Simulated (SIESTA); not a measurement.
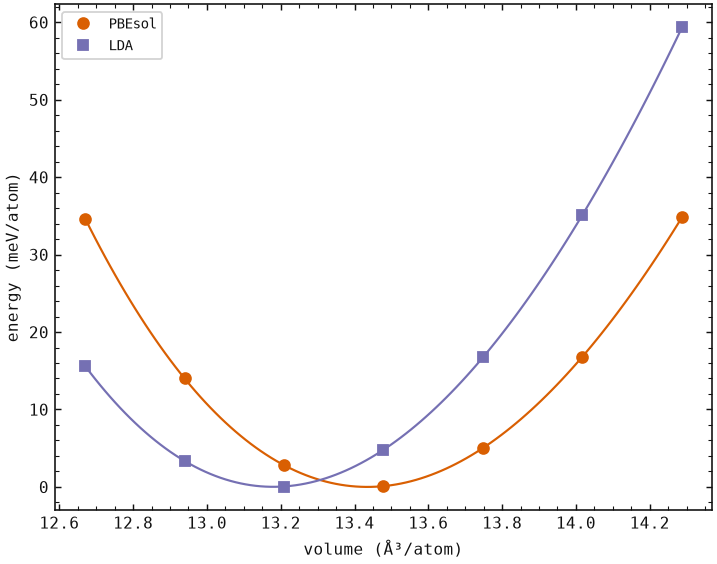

The plot gives the computed energy against volume, with one curve for each functional, for Si₂W (space group I4/mmm).

Method: DFT in numerical atomic orbitals with pseudopotentials, no spin polarisation; energies at scaled volumes of the given cell, shape and fractions fixed, counted from the fit's minimum, third-order Birch-Murnaghan fit (SIESTA 5.4.2). All runs: no spin polarisation.

| setting | value |
| --- | --- |
| k mesh | 12×12×12 |
| occupations | Fermi–Dirac |
| smearing width | 0.05 eV |
| potentials | PseudoDojo 0.4 standard, converted to PSML, two zetas on semicore shells |

Order the curves by fitted equilibrium volume, smallest first.

Answer. LDA 13.180, PBEsol 13.435 Å³/atom.

Order the curves by fitted bulk modulus, smallest first.

Answer. PBEsol 229.9, LDA 236.0 GPa.

Caveats: mulliken charges of long orbitals; short basis over semicore shells; shape and atomic fractions are frozen while scaling, which makes layered, chain and framework solids too stiff.
